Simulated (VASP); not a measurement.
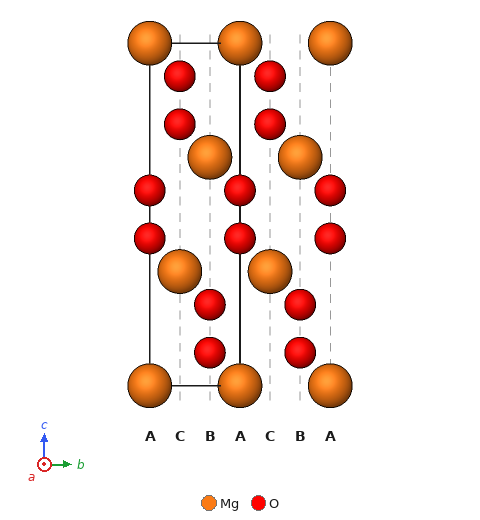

The picture looks along a close-packed row of the hexagonal mesh; c points upwards. The dashed lines mark the three columns A (0, 0), B (1/3, 2/3) and C (2/3, 1/3). The sequence starts with the first layer at or above the cell's origin.

System MgO₂ (space group R-3m, No. 166); source of the atomic positions: coordinates from a relaxation with VASP Kohn-Sham DFT of a periodic cell, HSE06, VASP PAW PBE potentials, recommended in VASP.

> Read off the stacking sequence over one period.

Mg(A) – O(B) – O(B) – Mg(C) – O(A) – O(A) – Mg(B) – O(C) – O(C) (nine layers in 10.35 Å).

> How are the O layers alone stacked?

O layers alone: BBAACC, a sequence in which some neighbouring layers lie directly above each other.

> Which positions between or in the O layers do the other atoms fill?

Mg: three octahedral sites in each hexagonal cell. Three of the six gaps between O layers are empty, 1.45 Å wide.
